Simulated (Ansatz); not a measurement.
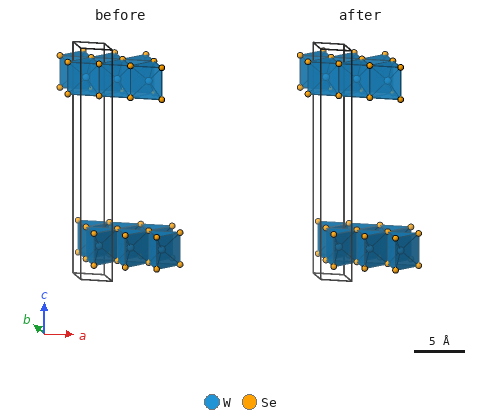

The structure of a crystal of WSe2 (set up in P-3m1) before (left) and after (right) a relaxation, at one scale.

Style: polyhedral. Shown: the cell of the calculation, repeated 3 × 2 × 1 with one cell outlined, slightly off an axis.

Computed with DFT PBEsol, scalar-relativistic, plane waves, PAW (Ansatz). (plane-wave cutoff 420 eV; k-point mesh 12 × 12 × 2; occupations gaussian; smearing width 0.02 eV; no spin polarisation; cell and atoms relaxed; force threshold 0.005 eV/Å; at most 80 steps)

Describe what moved and what it gained.

The energy falls by 7.0 meV per atom in 3 accepted moves (5 points after the start). The largest force component goes from 0.13 to 0.005 eV/Å. The pressure goes from −1.52 to 0.02 GPa. The line search rejected the trial step at point 1 of the run. At 1 point the geometry stayed and the basis and grid were re-selected for the new cell (energy shift of 0.1 meV per atom at most each time). The largest moves relative to the cell, 0.11 Å, are those of Se atoms. Largest moves by element: Se 0.11 Å, W 0.09 Å. The volume changes by −3.2 %, with a = b 3.318 → 3.271 Å (−1.4 %), c 24.069 → 23.983 Å (−0.4 %). Near-neighbour distances that change, for instance: Se–W 2.536 → 2.522 Å. The space group stays P-3m1 (No. 164). The run took 2.6 min on 1 thread of Arm Neoverse V2, with other jobs on the host, peak memory 0.66 GiB.
